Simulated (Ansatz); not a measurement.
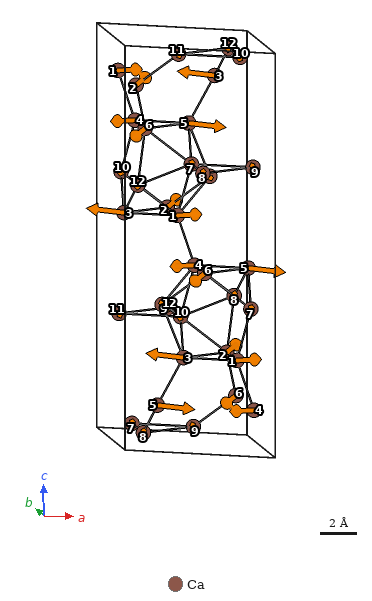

This is a relaxation of solid Ca (built on the alpha-boron_166 type) (coarse preliminary run). The starting structure is drawn; orange arrows show the displacements (the part carried along by the change of the cell is left out), magnified 2 times.

The picture is a ball-and-stick view of the conventional cell (3 times the calculation's cell), seen slightly off an axis. Lengths and directions refer to the drawn axes.

Case: alpha-boron type (R-3m, No. 166).

All numbers below come from DFT PBEsol, scalar-relativistic, plane waves, PAW in Ansatz.

The input:
```yaml
crystal:
  lattice:
    - [4.5426968138, 2.6227272283, 7.7471249673]
    - [-4.5426968138, 2.6227272283, 7.7471249673]
    - [0.0, -5.2454544565, 7.7471249673]
  atoms:
    - { symbol: Ca, position: [0.01019, 0.65361, 0.01019] }
    - { symbol: Ca, position: [0.01019, 0.01019, 0.65361] }
    - { symbol: Ca, position: [0.65361, 0.01019, 0.01019] }
    - { symbol: Ca, position: [0.98981, 0.34639, 0.98981] }
    - { symbol: Ca, position: [0.34639, 0.98981, 0.98981] }
    - { symbol: Ca, position: [0.98981, 0.98981, 0.34639] }
    - { symbol: Ca, position: [0.22118, 0.6306, 0.22118] }
    - { symbol: Ca, position: [0.22118, 0.22118, 0.6306] }
    - { symbol: Ca, position: [0.6306, 0.22118, 0.22118] }
    - { symbol: Ca, position: [0.77882, 0.3694, 0.77882] }
    - { symbol: Ca, position: [0.3694, 0.77882, 0.77882] }
    - { symbol: Ca, position: [0.77882, 0.77882, 0.3694] }
basis:
  ecutwfc: 420
kpoints:
  mp_grid: { grid: [3, 3, 3] }
hamiltonian:
  xc: pbesol
scf:
  occupations: { method: gaussian, width: 0.1 }
  lower_state_search: "off"
output:
  forces: true
  stress: true
  eigenvalues: true
relax:
  adjacent_minimum: "off"
  f_tol: 0.04
  max_steps: 70
  cell: { stress_tol: 0.4 }
```

### What did the optimiser do to the structure, and how much energy did it gain?

After 9 accepted moves (10 points after the start) the energy has fallen by 428 meV per atom. The largest force component goes from 1.3 to 0.018 eV/Å. Pressure: 4.87 GPa at the start and 0.05 GPa at the end. The SCF was repeated once at an unchanged geometry on a basis and grid sized afresh for the cell, which shifted the energy by 3.4 meV per atom at most. The largest moves relative to the cell, 1.12 Å, are those of Ca1, Ca2, Ca3, Ca4, Ca5 and Ca6. Ca6 goes roughly along [−1 −2 0]. Cell: a = b 9.085 → 8.957 Å (−1.4 %), c 23.241 → 28.238 Å (+21.5 %). Volume +18.1 %. Among the contacts that change: Ca1–Ca2 5.846 → 3.845 Å, Ca1–Ca2 (another image) 3.240 → 5.112 Å, Ca1–Ca4 3.087 → 3.666 Å, Ca1–Ca7 3.326 → 3.750 Å. Bonds break: Ca1–Ca2 (3.24 → 5.11 Å), Ca1–Ca3 (3.24 → 5.11 Å), Ca2–Ca3 (3.24 → 5.11 Å), Ca4–Ca5 (3.24 → 5.11 Å). Bond angles that change, for instance: Ca3–Ca5–Ca11 129.2° → 170.9°, Ca7–Ca5–Ca8 107.0° → 94.3°, Ca3–Ca5–Ca7 124.0° → 118.5°. The space group stays R-3m (No. 166). The run took about 3 core-minutes on a shared host.
